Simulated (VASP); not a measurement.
**Energy of GeSi along an even scaling of the cell**

System: GeSi (P6₃mc, 4 atoms in the cell).
Method: Kohn-Sham DFT of a periodic cell, PBEsol, VASP PAW PBE potentials, recommended, no spin polarisation (VASP 6.6.1).

The 7 runs differ only in the geometry, by an even scaling of the cell at fixed fractional positions. The structure derives from a Materials Project entry.

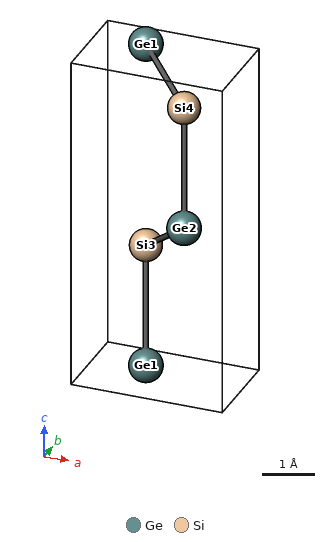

Figure 1. The structure of run 4 (ball-and-stick view of the cell of the calculation, seen slightly off an axis; atoms are numbered from 1 in the order of the input). An atom can appear more than once, as a periodic image.

**INCAR of run 4**
```
SYSTEM = SiGe
PREC = Accurate
ENCUT = 520
EDIFF = 1E-7
ISMEAR = -1
SIGMA = 0.05
LREAL = .False.
LASPH = .True.
NELM = 100
ALGO = Normal
ISIF = 2
LWAVE = .False.
LCHARG = .True.
GGA = PS
LELF = .True.
LVHAR = .True.
NBANDS = 26
```

**KPOINTS of run 4**
```
regular mesh
0
Gamma
  8 8 4
  0 0 0
```

**POSCAR of run 4**
```
SiGe
1.0
    3.9044512986      0.0000000000      0.0000000000
   -1.9522256493      3.3813540124      0.0000000000
    0.0000000000      0.0000000000      6.4507830000
Ge Si
2 2
Direct
    0.3333333333      0.6666666667      0.0003920000
    0.6666666667      0.3333333333      0.5003920000
    0.3333333333      0.6666666667      0.3746070000
    0.6666666667      0.3333333333      0.8746070000
```

Command:
```bash
cat potpaw_PBE.64/Ge_d/POTCAR potpaw_PBE.64/Si/POTCAR > POTCAR
mpirun -np 1 vasp_std > vasp.out
```

Lattice vectors (Å) and fractional positions of run 4:
```
   3.904451    0.000000    0.000000
  -1.952226    3.381354    0.000000
   0.000000    0.000000    6.450783
Ge  0.333333  0.666667  0.000392
Ge  0.666667  0.333333  0.500392
Si  0.333333  0.666667  0.374607
Si  0.666667  0.333333  0.874607
```

Run 5 has the same physical settings and fractional positions; its lattice vectors (Å) are:
```
   3.930309    0.000000    0.000000
  -1.965155    3.403748    0.000000
   0.000000    0.000000    6.493505
```

**Results, with one run withheld**

```csv
run,volume per atom (Å³),"free energy per atom, from the lowest run given (meV)",pressure (GPa),gap on the mesh (eV)
1,20.014,19.34,5.40,0.25
2,20.440,7.78,3.29,0.28
3,20.866,1.51,1.41,0.32
4,21.291,0.00,−0.29,0.35
5,21.717,?,?,?
6,22.143,9.28,−3.14,0.30
7,22.569,19.24,−4.35,0.25
```

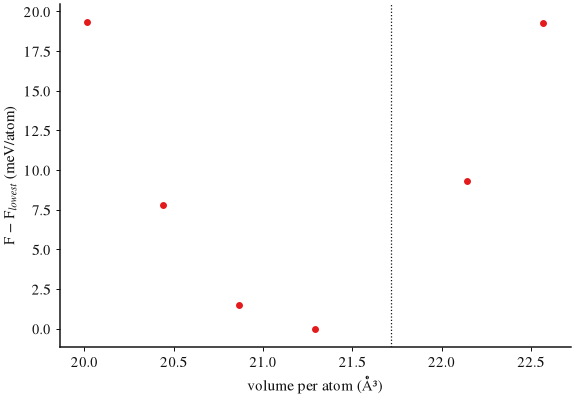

Figure 2. Free energy per atom of the runs given; the dotted line marks run 5.

What should run 5 give?

A cubic polynomial in V^(−2/3) (the Birch–Murnaghan form), fitted to the 6 runs given, misses them by under 0.01 meV per atom. With x = V^(−2/3) − 0.13060 Å⁻², it reads F = −0.039457 + 206.33 x + 7.1033e+05 x² + 1.2961e+06 x³ (meV per atom). At run 5 it gives 2.73 meV per atom, and the run itself gives 2.74. The slope of the fit gives a pressure −dF/dV of −1.77 GPa there, and the run prints −1.80 GPa. The fit has its minimum at 21.223 Å³ per atom, where V d²F/dV² gives 81.1 GPa. Cell shape and fractional positions are held, so this is the stiffness under even scaling; the relaxed bulk modulus wasn't computed. The gap on the mesh lies between 0.25 eV (run 7) and 0.35 eV (run 4); run 5 has 0.35 eV. These are gaps of this functional on this mesh, which can miss the band edges; they aren't the measured gap.

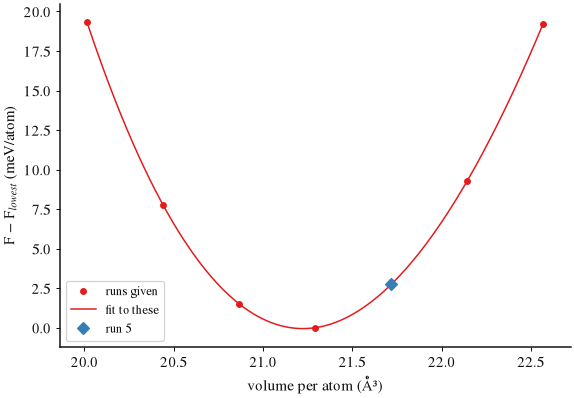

Figure 3. The fit and the withheld run.

**OSZICAR and lines of OUTCAR (run 5)**
```
N       E                     dE             d eps       ncg     rms          rms(c)
DAV:   1     0.264409151365E+03    0.26441E+03   -0.17549E+04  1836   0.293E+03
DAV:   2     0.223752988446E+02   -0.24203E+03   -0.23336E+03  1560   0.644E+02
DAV:   3    -0.197898098113E+02   -0.42165E+02   -0.41736E+02  1912   0.156E+02
DAV:   4    -0.215588889616E+02   -0.17691E+01   -0.17649E+01  1864   0.350E+01
DAV:   5    -0.215968891877E+02   -0.38000E-01   -0.37989E-01  1948   0.577E+00    0.565E+00
DAV:   6    -0.213585244172E+02    0.23836E+00   -0.98671E-02  1810   0.240E+00    0.329E+00
DAV:   7    -0.212427092116E+02    0.11582E+00   -0.17060E-01  1694   0.271E+00    0.216E-01
DAV:   8    -0.212449595733E+02   -0.22504E-02   -0.15849E-02  1888   0.135E+00    0.108E-01
DAV:   9    -0.212451604957E+02   -0.20092E-03   -0.40802E-04  1958   0.176E-01    0.786E-02
DAV:  10    -0.212452604790E+02   -0.99983E-04   -0.10410E-04  1804   0.919E-02    0.229E-02
DAV:  11    -0.212452803052E+02   -0.19826E-04   -0.19844E-05  1860   0.243E-02    0.434E-03
DAV:  12    -0.212452819248E+02   -0.16196E-05   -0.19813E-06  1884   0.128E-02    0.205E-03
DAV:  13    -0.212452820702E+02   -0.14543E-06   -0.22132E-07  1490   0.422E-03    0.102E-03
DAV:  14    -0.212452820683E+02    0.19072E-08   -0.17676E-08   920   0.145E-03
   1 F= -.21245282E+02 E0= -.21245109E+02  d E =-.346109E-03
[... from OUTCAR:]
  free energy    TOTEN  =       -21.24528207 eV
  energy without entropy =      -21.24493596  energy(sigma->0) =      -21.24510901
 E-fermi :   5.4777     XC(G=0):  -9.7810     alpha+bet :-10.9508
  free  energy   TOTEN  =       -21.2452820683 eV
  energy  without entropy=      -21.2449359597  energy(sigma->0) =      -21.24510901
```
